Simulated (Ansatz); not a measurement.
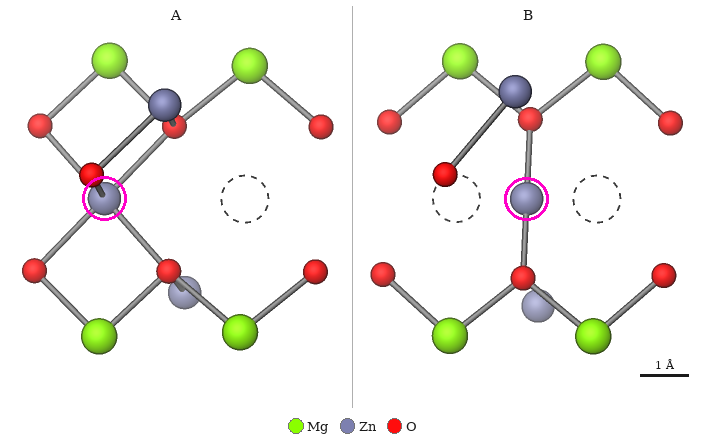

A vacancy jump of zinc in Mg2ZnO3 (P-3m1 phase), in a cell of charge −2 (on a uniform background) with 23 atoms, whose images lie 6.0 Å apart. One frame is the relaxed vacancy; in the other the neighbouring Zn atom (ringed) was set half-way along its jump of 3.00 Å and all atoms were relaxed in the symmetry of that start. Dashed circles mark empty sites. The picture is a ball-and-stick view of the slice 3.8 Å thick through the jump, out to 3.9 Å from its middle, seen across the jump.

Theory: DFT PBEsol, scalar-relativistic, plane waves, PAW (Ansatz 0.2.0). (plane-wave cutoff 420 eV; k-point mesh 6 × 6 × 4; occupations gaussian; smearing width 0.05 eV; no spin polarisation; atoms relaxed in a fixed cell; force threshold 0.02 eV/Å).

What does the half-way point cost?

Frame B is the half-way start after relaxation. It lies 0.86 eV above the relaxed vacancy. The atom stays half-way, on the straight line. The symmetry of the start was kept and can hold it there, so for a path with one hump at the middle this is the barrier or an upper bound to it. There it has 2 O as nearest neighbours, the closest at 1.76 Å. The gap on the mesh is 3.24 eV with the relaxed vacancy and 3.39 eV half-way.

Limits of the set-up: the periodic images lie only 6.0 Å apart, so the values are limited by the cell's size; the cell is charged, on a uniform background, and energies carry no finite-size correction.
